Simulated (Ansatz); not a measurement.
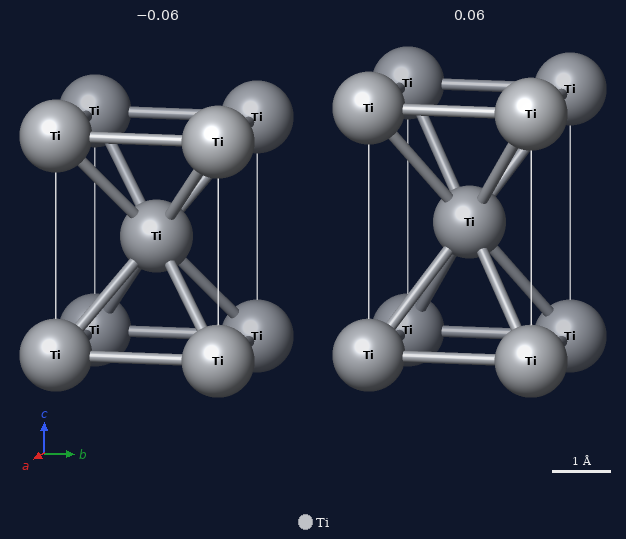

A crystal of Ti (set up in Fm-3m), under strain along c alone (the other axes held, atoms fixed by symmetry), with energies (extrapolated to zero smearing) counted from the relaxed crystal, which is the row at zero; the cubic crystal is set up in a tetragonal cell with a = a(cubic)/√2 and c = a(cubic). The picture shows the first and the last member. A ball-and-stick model of the cell of the calculation, seen slightly off an axis.

Computed with Ansatz 0.2.0: DFT r2SCAN, scalar-relativistic, plane waves, PAW. Set-up: plane-wave cutoff 500 eV; k-point mesh 18 × 18 × 12; occupations gaussian; smearing width 0.1 eV; no spin polarisation.

```json
{"strain": "−0.06", "energy (meV/atom)": "28.60", "a (Å)": "2.906", "c (Å)": "3.864"}
{"strain": "−0.04", "energy (meV/atom)": "12.69", "a (Å)": "2.906", "c (Å)": "3.946"}
{"strain": "−0.02", "energy (meV/atom)": "3.33", "a (Å)": "2.906", "c (Å)": "4.028"}
{"strain": "0.0", "energy (meV/atom)": "0.00", "a (Å)": "2.906", "c (Å)": "4.110"}
{"strain": "0.02", "energy (meV/atom)": "?", "a (Å)": "?", "c (Å)": "?"}
{"strain": "0.04", "energy (meV/atom)": "11.51", "a (Å)": "2.906", "c (Å)": "4.275"}
{"strain": "0.06", "energy (meV/atom)": "25.16", "a (Å)": "2.906", "c (Å)": "4.357"}
```

> Fill in the missing row.

A parabola through three neighbouring rows (0.0, 0.04, 0.06) gives, with Lagrange weights, (0.3333)(0.00) + (1.0000)(11.51) + (−0.3333)(25.16) = 3.12 meV/atom. The calculation gives 3.01 meV/atom (a = 2.906 Å, c = 4.193 Å). The estimate is 0.11 meV/atom too high. From the first member to the last: Ti–Ti 2.821 → 2.995 Å.

The whole series:

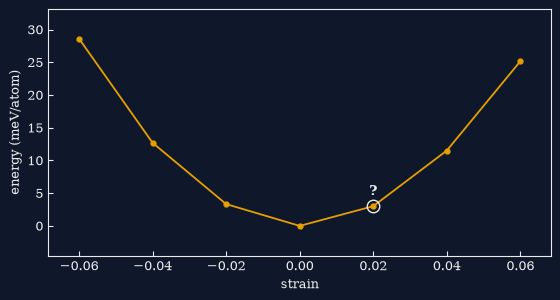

Each member starts from this one structure; whether another phase lies lower wasn't checked.
